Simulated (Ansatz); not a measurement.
**CoO: density, localisation and related maps**

Input file:

```
crystal:
  lattice:
    - [-1.5080001529, 1.5080001529, 2.1072499549]
    - [1.5080001529, -1.5080001529, 2.1072499549]
    - [1.5080001529, 1.5080001529, -2.1072499549]
  atoms:
    - { symbol: Co, position: [0.0, 0.0, 0.0], spin: 2.7 }
    - { symbol: O, position: [0.5, 0.5, 0.0], spin: 0.34 }
basis:
  ecutwfc: 420
kpoints:
  mp_grid: { grid: [20, 20, 20] }
hamiltonian:
  xc: pbe
scf:
  occupations: { method: gaussian, width: 0.1 }
output:
  forces: true
  stress: true
  eigenvalues: true
  populations: true
  write_density: true
  write_potential: true
  elf: true
  volumetric_format: npy
magnetization:
  spin_polarized: true
relax:
  adjacent_minimum: "off"
  f_tol: 0.005
  max_steps: 80
  cell: { stress_tol: 0.05 }
```

Run with:

```sh
ansatz run input.yaml --threads 2 --pin off --max-ram 5120MiB --backend cpu --events-out ev --progress --plain --runs-dir out
```

Below, planes, directions and counts refer to the conventional cell (a = 3.02 Å, b = 3.02 Å, c = 4.21 Å, α = 90.00°, β = 90.00°, γ = 90.00°).

The fields are those of the run's last geometry, not of the input's.

Space group I4/mmm; spin-polarised.

The calculation used DFT PBE, scalar-relativistic, plane waves, PAW in Ansatz.

The density is the valence pseudo-density of a PAW calculation; it isn't the true density close to the nuclei.

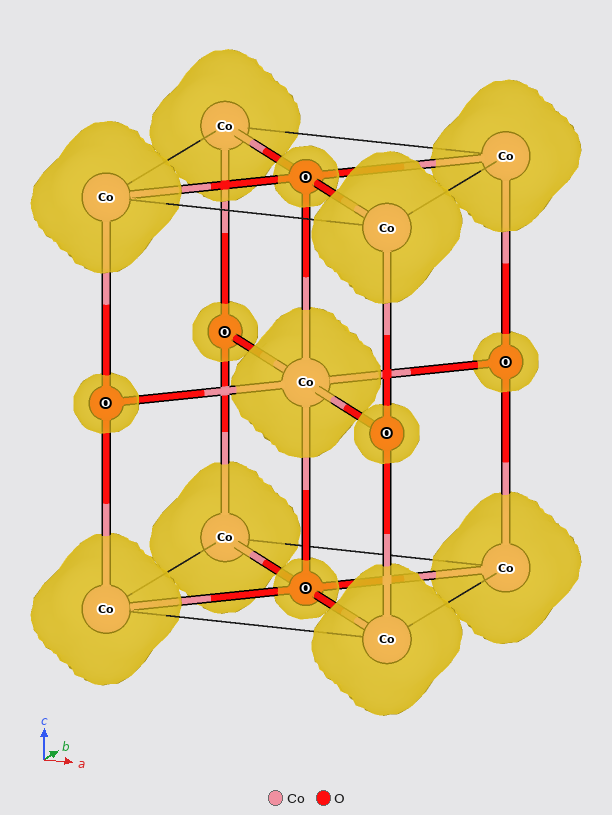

Figure 1. Isosurfaces of the spin density (up minus down) at +0.4 (yellow) and −0.4 e/Å³ (cyan), seen slightly off an axis. Sticks mark near contacts.

### Where is the spin, and how is it ordered?

The spin density sits on Co: +2.5 μB (×2) in one cell of 4 atoms, with smaller moments on O (up to +0.32 μB): parallel moments, as they must be, since the calculation's own cell holds one magnetic site. The cell of the calculation (2 atoms) carries 2.9 μB of net spin moment. Only one sign reaches the isovalue.

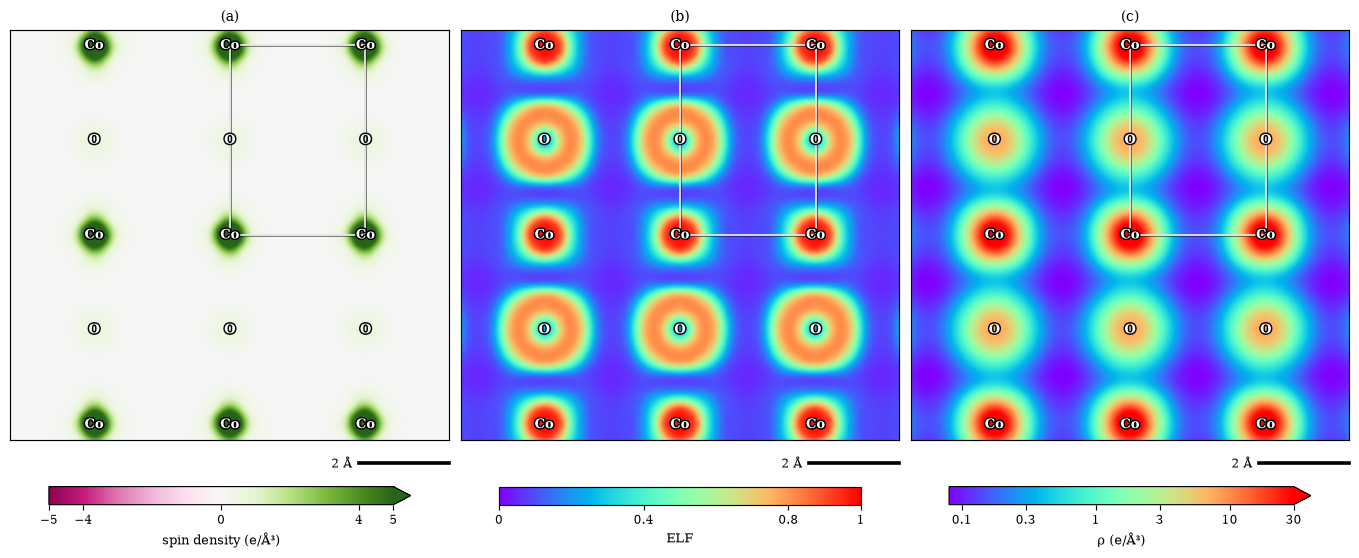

Figure 2. (a) spin density (up minus down); (b) electron localisation function; (c) valence charge density (pseudo) on the (100) plane of the conventional cell.

### Describe what can be read from this map.

- The plane passes through Co and O nuclei.
- Co–O (2.11 Å): ρ at the midpoint is about 0.44 e/Å³; the ELF peaks at about 0.80 in the valence shell of O, 0.6 Å from its nucleus, and is about 0.15 at the midpoint; no shared electron pair shows on this line.
- Between the atoms the lowest density in this plane is 0.08 e/Å³.
- The features right at Co lie inside the PAW spheres, where the map follows smoothed inner orbitals and isn't to be read closely.

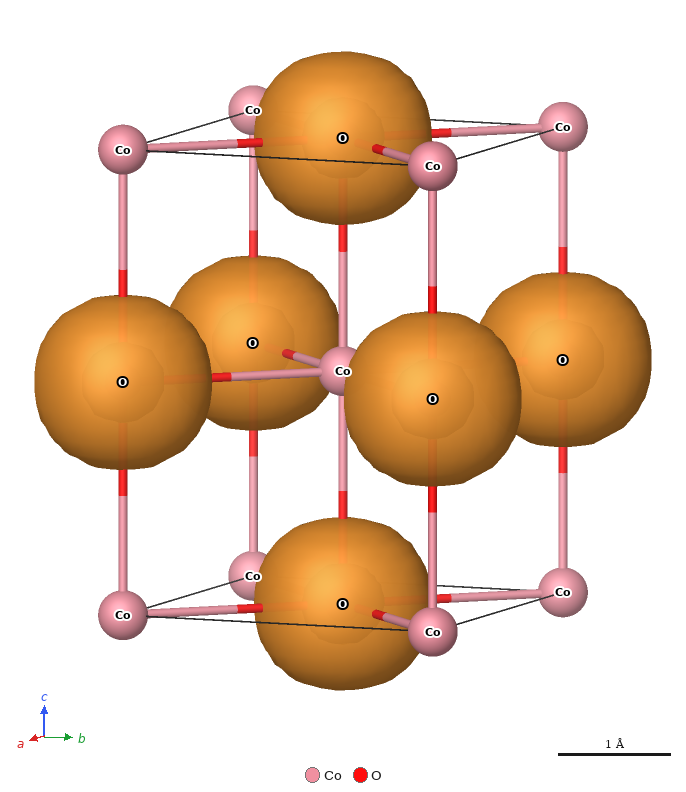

Figure 3. Isosurface of the electron localisation function at 0.7 (orange), seen slightly off an axis. Core shells and regions of very low density are left out. Sticks mark near contacts.

### Where are the electrons localised?

The ELF exceeds this value in two regions wrapped around O (the valence shell of each), counted in one cell of 4 atoms. Any copies at cell faces, edges or corners count once.

### Does the calculation make it a metal, or give it a gap?

It is gapless in this calculation (a metal or semimetal); semilocal functionals without U, or without the true magnetic order, often close the gap of such compounds.
